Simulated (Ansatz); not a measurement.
# Al2Cu: what the fields show

```
CELL_PARAMETERS angstrom
5.99078 0.00000 0.00000
0.00000 5.99078 0.00000
0.00000 0.00000 4.81216
ATOMIC_POSITIONS crystal
Al 0.15946 0.34054 0.00000
Al 0.65946 0.84054 0.50000
Al 0.65946 0.15946 0.00000
Al 0.15946 0.65946 0.50000
Al 0.34054 0.84054 0.00000
Al 0.84054 0.34054 0.50000
Al 0.34054 0.15946 0.50000
Al 0.84054 0.65946 0.00000
Cu 0.00000 0.00000 0.75000
Cu 0.50000 0.50000 0.25000
Cu 0.00000 0.00000 0.25000
Cu 0.50000 0.50000 0.75000
```

Space group I4/mcm; a structure from a database of computed crystals, not necessarily the ambient phase; computed without spin polarisation.

Level of theory: DFT r2SCAN, scalar-relativistic, plane waves, PAW (Ansatz 0.2.0).

In a PAW calculation such maps are meaningful between the atoms, not at the nuclei.

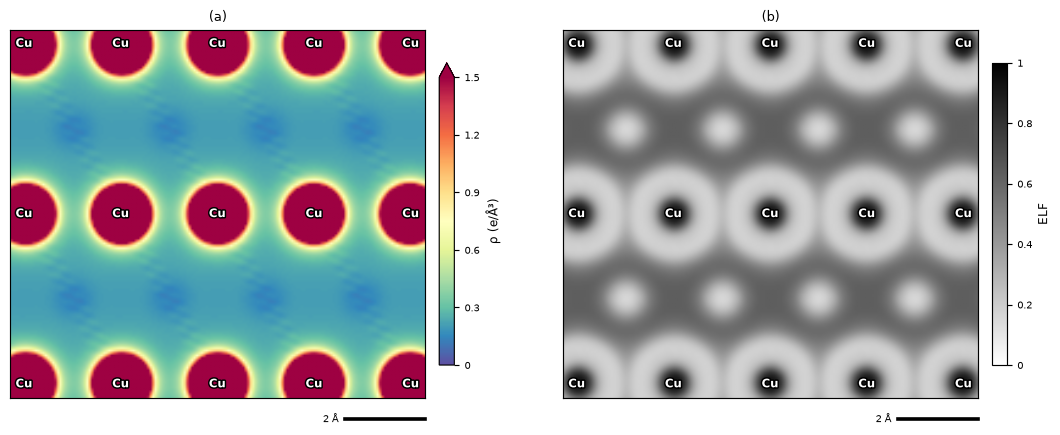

Figure 1. (a) valence charge density (pseudo); (b) electron localisation function on the (11̄0) plane of the conventional cell.

> Describe what can be read from this map.

- The plane passes through Cu nuclei.
- Atoms just off the plane (Al, 0.8 Å away) can leave unmarked features too.
- Cu–Cu (2.41 Å): ρ at the midpoint is about 0.36 e/Å³; the ELF is about 0.25 at the midpoint; no localised pair shows between them.
- Between the atoms the lowest density in this plane is 0.18 e/Å³.
- The features right at Cu lie inside the PAW spheres, where the map follows smoothed inner orbitals and isn't to be read closely.

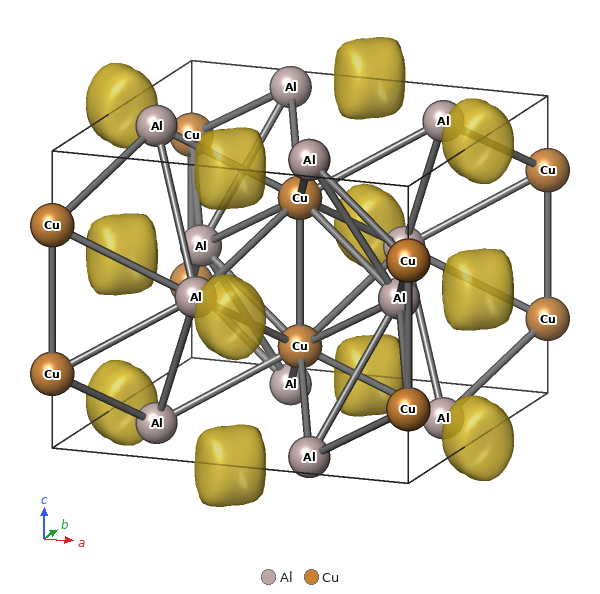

Figure 2. Isosurface of the electron localisation function at 0.7 (yellow), seen slightly off an axis. Only the valence region is drawn (cores and ρ < 0.01 e/Å³ removed). Sticks mark near contacts.

> Where are the electrons localised?

At this value the surface marks out four regions between bonded Al–Al atoms, counted in one cell of 12 atoms. Regions shared between cells count once.


 Al–Cu (2.55 Å): the ELF peaks at about 0.65 between the atoms.

> Metal or insulator at this level of theory?

It is metallic or semimetallic at this level of theory: no gap opens.
